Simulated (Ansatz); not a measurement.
## Single-point calculation, with input and output: GdN (part 1 of 2)

System: GdN (P6₃mc, 4 atoms in the cell).
Method: DFT, PBE, plane waves, PAW, spin-polarised (Ansatz 0.2.0).

The structure was built on a prototype by a generator; it need not be a known phase. Figures and captions count atoms from 1; the log counts them from 0 in places.

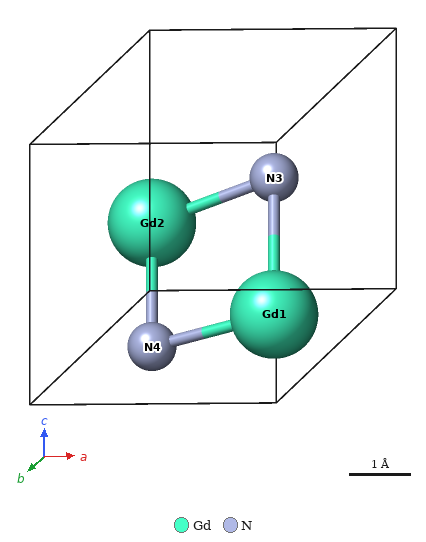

The structure as given in the input (ball-and-stick view of the cell of the calculation, seen at an oblique angle; atoms are numbered from 1 in the order of the input). An atom can appear more than once, as a periodic image. Near neighbours in the periodic cell (some may lie outside the picture): Gd has 5 N at 2.35 to 2.66 Å; N has 5 Gd at 2.35 to 2.66 Å.

The input:
```yaml
crystal:
  lattice:
    - [4.062659287983, 0.0, 0.0]
    - [-2.031329643992, 3.518366150314, 0.0]
    - [0.0, 0.0, 5.0658774164]
  atoms:
    - { symbol: Gd, position: [0.6666666666667, 0.3333333333333, 0.049779617], spin: 0.2 }
    - { symbol: Gd, position: [0.3333333333333, 0.6666666666667, 0.549779617], spin: 0.2 }
    - { symbol: "N", position: [0.6666666666667, 0.3333333333333, 0.575420383], spin: 0.2 }
    - { symbol: "N", position: [0.3333333333333, 0.6666666666667, 0.075420383], spin: 0.2 }
basis:
  ecutwfc: 420
  ecutrho_ratio: 4
kpoints:
  mp_grid: { grid: [10, 10, 8] }
hamiltonian:
  xc: pbe
scf:
  occupations: { method: gaussian, width: 0.05 }
  eigensolver: { kind: davidson }
output:
  forces: true
  stress: true
  write_density: true
  write_potential: true
  elf: true
  volumetric_format: npy
magnetization:
  spin_polarized: true
```

Command:
```bash
ansatz run input.yaml --threads 2 --pin off --max-ram 2662MiB --backend cpu --events-out ev --progress --plain --runs-dir out
```

Log:
```
Warning: where an SCF of this run starts from atoms to list the orders of its open shells, Gd (sites 0, 1, from 0) starts with 6.64 μB on its 4f shell, in the place of the 0.20 μB that the deck gives it: an open f shell starts with all that it can hold by Hund's first rule. To start from spheres of the given moment, type scf.initial_density.shell_occupations: []
band count auto-derived: 35 (N_el = 46.0; filled up to band 23; 29 by the electrons, moments and atoms)
Engine: ansatz 0.2.0, aarch64-unknown-linux-gnu
Pseudopotentials: kind: paw
Pseudopotential: Gd, paw, valence charge 18, recommended cutoff 420 eV (normal), Gd.paw.azcp
Pseudopotential: N, paw, valence charge 5, recommended cutoff 420 eV (normal), N.paw.azcp
Functional definition: PBE
  parameter kappa = 0.804
  parameter beta = 0.06672455060314922
  exchange = pbe_x(kappa = kappa, mu = beta*pi^2/3)
  correlation = pbe_c(beta = beta)
Crystal: 4 atoms, lattice volume = 72.411 Å³
Basis set: ecut = 420 eV, 1397 PW (Γ), exchange–correlation on 60×60×72 points (8 copies of the dense FFT grid, shifted against one another)
Bands: 35, of which v1, the nominal top of the filled ones, is band 23 counted from 1 (22 counted from 0)
Symmetry: 12 space group operations
Space group: P63mc (ITA 186), of the structure as read, at distance tolerance 4.2e-5 Å
Magnetic group: BNS 186.203 (UNI 1433), of the structure as read, at distance tolerance 4.2e-5 Å
k-points: 70 of 800 (time reversal used)
Non-local potential: Gd, projectors of the file, l = 0: 3, l = 1: 2, l = 2: 2, l = 3: 3
Non-local potential: N, projectors of the file, l = 0: 2, l = 1: 2, l = 2: 1
PAW form: soft (Blöchl's): semilocal exchange-correlation on the pseudo side does not see the compensation charge
PAW one-centre angular grid: Gd, 590 points (default); XC on 64 Gauss nodes
PAW one-centre angular grid: N, 110 points (default); XC on 64 Gauss nodes
Initial density: superposition of atomic densities (chi_scale 0.1, normalization cell, long waves kept (reshape's long-wave potential 0.00 eV rms))
Starting moments: Σ|m| = 0.8 μB on 4 of 4 sites
Initial wavefunctions: pseudopotential atomic-orbital guess
Functional: x = pbe(κ = 0.804, μ = 0.2195149727645171), c = pbe(β = 0.06672455060314922)
iter 1 solved again at ethr=1.95e-3 eV; its pass at ethr=1.00e-1 eV (dr2=8.97e-1 eV) is discarded
SCF iter   1: F=—  HF=-19433.012677 eV  |F-HF|=—  |Δ(HF+E_count)|=         —  Δρ=2.96e-2 (↑2.96e-2 ↓2.66e-2)  dr2=9.55e-1  dr2_m=2.79e-1  M=13.983 μB ∫|m|=13.983 μB  β_m=0.30  ethr=1.95e-3  ⟨swp⟩=4.3  Hψ=26870  notcnv=0
Mixer restart at iter 1: flushing history
preconditioner: auto → Kerker (q_TF=auto, 2.530 Å⁻¹)  [metal: Δε(μ)=0.039 eV  Ē_g=11.201 eV  σ=0.050 eV  W_gap=0.41  n_scr=22 (ndim 8)  ℏωp=28.3 eV  f_vac=0.000  D(μ)=0.24/eV (n_scr^D=0)]
spin=Collinear: Kerker preconditioning applied to the charge; magnetization (m = ρ↑ − ρ↓) channel mixes plain (no charge-response kernel on spin).
SCF iter   2: F=—  HF=-19434.490231 eV  |F-HF|=—  |Δ(HF+E_count)|=    1.48e0  Δρ=2.60e-2 (↑1.98e-2 ↓2.60e-2)  dr2=7.47e-1  dr2_m=2.04e-1  M=13.997 μB ∫|m|=13.997 μB  β_m=0.65  ethr=1.95e-3  ⟨swp⟩=2.0  Hψ=9804  notcnv=0  defer=2
preconditioner: auto → Resta (q_TF=auto, 2.530 Å⁻¹)  ε∞=7.4  [insulator: Δε(μ)=0.091 eV  Ē_g=11.209 eV  σ=0.050 eV  W_gap=0.80  n_scr=22 (ndim 8)  ℏωp=28.3 eV  f_vac=0.000  D(μ)=0.04/eV (n_scr^D=0)  ε∞_Penn≈7.4]
spin=Collinear: Resta preconditioning applied to the charge; magnetization (m = ρ↑ − ρ↓) channel mixes plain (no charge-response kernel on spin).
SCF iter   3: F=—  HF=-19437.516773 eV  |F-HF|=—  |Δ(HF+E_count)|=    3.03e0  Δρ=2.04e-2 (↑1.00e-2 ↓2.04e-2)  dr2=6.94e-1  dr2_m=7.32e-2  M=14.000 μB ∫|m|=14.014 μB  β_m=0.82  ethr=1.62e-3  ⟨swp⟩=3.3  Hψ=10544  notcnv=0  defer=9
SCF iter   4: F=—  HF=-19438.475595 eV  |F-HF|=—  |Δ(HF+E_count)|=   9.59e-1  Δρ=1.17e-2 (↑1.17e-2 ↓1.10e-2)  dr2=2.38e-1  dr2_m=1.18e-2  M=14.000 μB ∫|m|=14.237 μB  β_m=0.67  ethr=1.51e-3  ⟨swp⟩=5.3  Hψ=13548  notcnv=0  defer=33
SCF iter   5: F=—  HF=-19438.391911 eV  |F-HF|=—  |Δ(HF+E_count)|=   8.37e-2  Δρ=6.16e-3 (↑6.16e-3 ↓4.49e-3)  dr2=8.38e-2  dr2_m=2.47e-3  M=14.000 μB ∫|m|=14.275 μB  β_m=0.79  ethr=5.18e-4  ⟨swp⟩=4.0  Hψ=12537  notcnv=0  defer=13
SCF iter   6: F=—  HF=-19438.385620 eV  |F-HF|=—  |Δ(HF+E_count)|=   6.29e-3  Δρ=2.82e-3 (↑2.82e-3 ↓2.82e-3)  dr2=2.82e-2  dr2_m=5.11e-4  M=14.000 μB ∫|m|=14.307 μB  β_m=0.89  ethr=1.82e-4  ⟨swp⟩=2.7  Hψ=10003  notcnv=0  defer=22
iter 7 solved again at ethr=3.99e-6 eV; its pass at ethr=6.13e-5 eV (dr2=1.84e-3 eV) is discarded
SCF iter   7: F=—  HF=-19438.401441 eV  |F-HF|=—  |Δ(HF+E_count)|=   1.58e-2  Δρ=7.77e-4 (↑5.34e-4 ↓7.77e-4)  dr2=1.91e-3  dr2_m=1.40e-5  M=14.000 μB ∫|m|=14.289 μB  β_m=0.95  ethr=3.99e-6  ⟨swp⟩=3.4  Hψ=22369  notcnv=0  defer=13
SCF iter   8: F=—  HF=-19438.402304 eV  |F-HF|=—  |Δ(HF+E_count)|=   8.62e-4  Δρ=1.83e-4 (↑1.52e-4 ↓1.83e-4)  dr2=1.39e-4  dr2_m=3.41e-7  M=14.000 μB ∫|m|=14.296 μB  β_m=0.97  ethr=3.99e-6  ⟨swp⟩=3.4  Hψ=10896  notcnv=0  defer=9
SCF iter   9: F=—  HF=-19438.402390 eV  |F-HF|=—  |Δ(HF+E_count)|=   8.64e-5  Δρ=8.25e-5 (↑8.25e-5 ↓4.99e-5)  dr2=1.51e-5  dr2_m=1.00e-6  M=14.000 μB ∫|m|=14.297 μB  β_m=0.99  ethr=3.03e-7  ⟨swp⟩=4.7  Hψ=10479  notcnv=0  defer=10
SCF iter  10: F=—  HF=-19438.402363 eV  |F-HF|=—  |Δ(HF+E_count)|=   2.69e-5  Δρ=8.21e-5 (↑5.59e-5 ↓8.21e-5)  dr2=1.28e-5  dr2_m=1.08e-6  M=14.000 μB ∫|m|=14.298 μB  β_m=0.85  ethr=3.28e-8  ⟨swp⟩=5.5  Hψ=12194  notcnv=0  defer=5
SCF iter  11: F=—  HF=-19438.402369 eV  |F-HF|=—  |Δ(HF+E_count)|=   6.00e-6  Δρ=3.72e-5 (↑2.20e-5 ↓3.72e-5)  dr2=2.74e-6  dr2_m=1.74e-7  M=14.000 μB ∫|m|=14.297 μB  β_m=0.93  ethr=2.78e-8  ⟨swp⟩=3.0  Hψ=9032  notcnv=0  defer=3
SCF iter  12: F=—  HF=-19438.402371 eV  |F-HF|=—  |Δ(HF+E_count)|=   1.58e-6  Δρ=4.10e-6 (↑4.10e-6 ↓2.13e-6)  dr2=2.45e-8  dr2_m=2.30e-9  M=14.000 μB ∫|m|=14.297 μB  β_m=0.82  ethr=5.95e-9  ⟨swp⟩=4.6  Hψ=10590  notcnv=0  defer=2
iter 13 met the thresholds in force, and the SCF goes on: an eigenvalue changes by 0.60 meV, over its tolerance of 0.50 meV (output.eigenvalues, Limitations)
SCF iter  13: F=-19438.402371 eV  HF=-19438.402371 eV  |F-HF|=3.45e-8  |Δ(HF+E_count)|=   2.02e-8  Δρ=2.83e-6 (↑2.69e-6 ↓2.83e-6)  dr2=3.25e-8  dr2_m=1.56e-10  M=14.000 μB ∫|m|=14.297 μB  β_m=0.91  ethr=5.33e-11  ⟨swp⟩=5.1  Hψ=13757  notcnv=0  defer=2
iter 14 met the thresholds in force, and the SCF goes on: an eigenvalue changes by 0.07 meV, over its tolerance of 0.06 meV (output.eigenvalues, Limitations)
SCF iter  14: F=-19438.402371 eV  HF=-19438.402371 eV  |F-HF|=2.48e-9  |Δ(HF+E_count)|=   8.69e-9  Δρ=8.41e-7 (↑7.88e-7 ↓8.41e-7)  dr2=2.60e-9  dr2_m=1.62e-11  M=14.000 μB ∫|m|=14.297 μB  β_m=1.00  ethr=5.33e-11  ⟨swp⟩=2.7  Hψ=8660  notcnv=0  defer=2
Mixer restart at iter 14: flushing history
SCF iter  15: F=-19438.402371 eV  HF=-19438.402371 eV  |F-HF|=1.36e-8  |Δ(HF+E_count)|=   3.29e-9  Δρ=2.05e-6 (↑1.88e-6 ↓2.05e-6)  dr2=1.38e-8  dr2_m=2.53e-11  M=14.000 μB ∫|m|=14.297 μB  ethr=5.65e-12  ⟨swp⟩=5.4  Hψ=14477  notcnv=0  defer=2
SCF 1 converged in 15 iterations: F = -19438.402371 eV  dr2 = 1.38e-8
  Residual-converged pass: ⟨swp⟩=5.2  Hψ=16086  notcnv=0  max |occ|·‖R‖ = 9.8e-9 eV (tolerance 1.0e-8 eV)  dr2=1.38e-8  dr2_m=2.55e-11  dr2_onsite=1.84e-9  max |Δocc| = 7.3e-25
  greatest PAW one-centre occupation: 0.999 electrons in one spin orbital (limit 2), on the Gd atom at site 1 (counted from 0), in its partial waves of l = 0
```

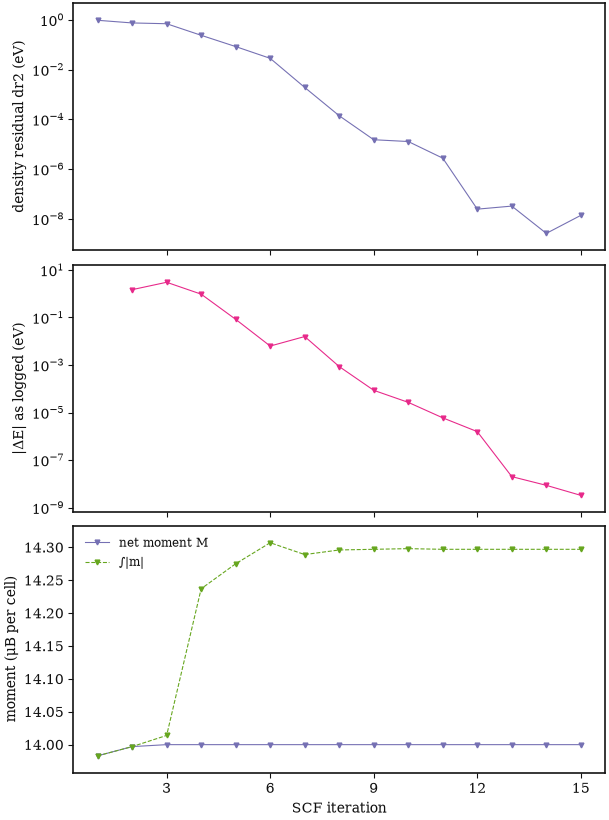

Convergence of the self-consistent field: density residual dr2, size of the energy change and magnetic moment against the SCF iteration. The residual comes down, with one marked jump up, by a factor of about 5, at step 15. The net moment stays at 14.0 μB per cell.

```
SCF converged after 15 iterations
an eigenvalue changed by more than its tolerance at an iteration that met the thresholds in force, so the SCF went on 2 times, its first undamped step at iteration 14: the last check found none over its tolerance
Magnetization: 14.0000 μB (30.0000 up, 16.0000 down)
Absolute magnetization: 14.2971 μB (∫|ρ↑−ρ↓|, with the PAW one-centre terms)
Spin contamination: 0.0285 ħ² per cell (⟨S²⟩ above its minimum at these occupations)
Per-site moments (μB) at R_I (Å): [(6.8174761077268125, 0.9690331512046015), (6.817476107726809, 0.9690331512046013), (-0.07192100038414005, 0.9690331512046013), (-0.07192100038414159, 0.9690331512046015)]
Free energy (F): -19438.402371 eV
Harris-Foulkes:  -19438.402371 eV  (|F-HF|=1.36e-8)
Internal energy: -19438.402371 eV  (E = F + TS)
E sigma→0 (E₀):  -19438.402371 eV
Fermi energy:    12.387342 eV
--- Per-component energies (eV) ---
  E_band       = 24.881770
  E_kinetic    = 1071.150533
  E_local      = -4518.703362  (includes V_loc(G=0)·N_el)
  E_nonlocal   = 663.660747
  E_hartree    = 1857.354667
  E_xc         = -591.075583
  E_vxc        = -664.173162  (∫ρ·V_xc dr)
  E_paw        = -13149.935045  (= ΣΔE_a)
  E_vpaw       = -241.759457  (= ΣTr[D̂ρ^β])
  E_aug_tail   = 0.000186  (compensation charges beyond the density's cutoff)
  E_ewald      = -4770.854514
  E_smearing   = -0.000000  (= −TS)
  E_closure    = -0.000000  (closes the sum)
  Σ components = -19438.402371   (vs F -19438.402371, Δ=0.00e0)
--- Forces (eV/Å), atoms counted from 1 ---
  atom   1  Gd    -0.00000000    -0.00000000     0.00069310
  atom   2  Gd     0.00000000     0.00000000     0.00069310
  atom   3  N      0.00000000    -0.00000000    -0.00067999
  atom   4  N      0.00000000     0.00000000    -0.00067999
  max |Σ_I F_I| component: 2.62e-5 eV/Å
--- Stress (GPa, compression-positive) ---
        0.034490      -0.000000       0.000000
       -0.000000       0.034490       0.000000
        0.000000       0.000000      -0.024276
  P = ⅓ Tr σ = 0.0149 GPa (0.149 kbar)
--- Band table (eV; the first three rows and the last of 140) ---
  k-point 0 ↑: bands = ["-31.7255", "-31.6067", "-9.6532", "-9.2274", "-9.2274", "-8.9538", "-8.9538", "-8.7670", "-0.8439", "-0.5622", "8.4639", "8.5023", "8.5023", "8.7409", "8.7409", "8.7608", "8.7685", "8.7685", "8.7721", "8.7721", "8.8262", "8.8266", "8.8478", "8.8510", "9.7862", "9.7862", "9.8010", "9.8010", "10.6993", "12.0638", "13.5613", "14.5355", "14.5355", "16.5343", "17.6533"]
```
